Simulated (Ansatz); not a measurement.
Input

```
crystal:
  lattice:
    - [5.24058, 0.0, 0.0]
    - [0.0, 5.24058, 0.0]
    - [0.0, 0.0, 2.65536]
  atoms:
    - { symbol: Ge, position: [0.0, 0.0, 0.0] }
    - { symbol: Ge, position: [0.0, 0.5, 0.0] }
    - { symbol: Ge, position: [0.5, 0.0, 0.0] }
hamiltonian:
  xc: revpbe
  pseudopotentials: { kind: paw }
kpoints:
  mp_grid: { grid: [5, 5, 10] }
scf:
  occupations: { method: fermi_dirac, width: 0.05 }
output:
  forces: true
  stress: true
  eigenvalues: true
  write_density: true
  write_potential: true
  elf: true
  volumetric_format: npy
relax:
  f_tol: 0.01
  max_steps: 40
  cell: { stress_tol: 0.05 }
```

Launched as:

```sh
ansatz run input.yaml --threads 2 --pin off --max-ram 5632MiB --backend cpu --events-out ev --progress --plain --runs-dir out
```

Below, planes, directions and counts refer to the conventional cell (a = 5.27 Å, b = 5.27 Å, c = 2.67 Å, α = 90.00°, β = 90.00°, γ = 90.00°).

The fields are those of the relaxed geometry.

Space group P4/mmm; a generated structure, not necessarily the stable one.

The calculation used Kohn-Sham DFT of a periodic cell, revPBE, Ansatz PAW (Ansatz 0.2.0).

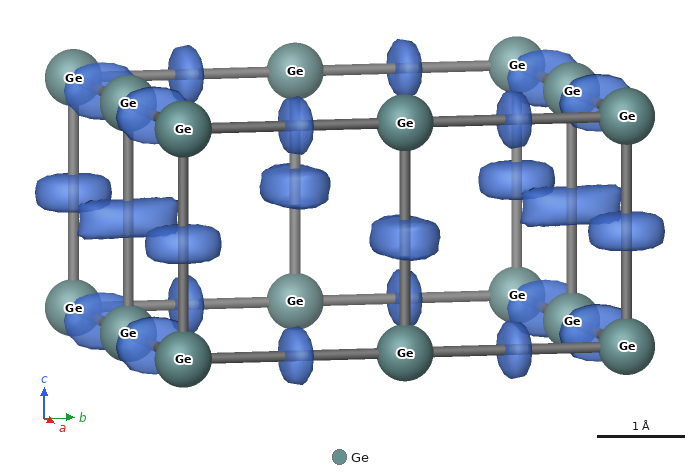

Ge. Isosurface of the ELF at 0.55 (blue), seen slightly off an axis. Only the valence region is drawn (cores and ρ < 0.01 e/Å³ removed). Sticks mark near contacts.

**Where are the electrons localised?**

The surface consists of seven regions between bonded Ge–Ge atoms, counted in one cell of 3 atoms. Any copies at cell faces, edges or corners count once.

Values along the shortest contacts:
Ge–Ge (2.63 Å): the ELF peaks at about 0.60 between the atoms.

**Does the calculation make it a metal, or give it a gap?**

It is metallic or semimetallic at this level of theory: no gap opens.
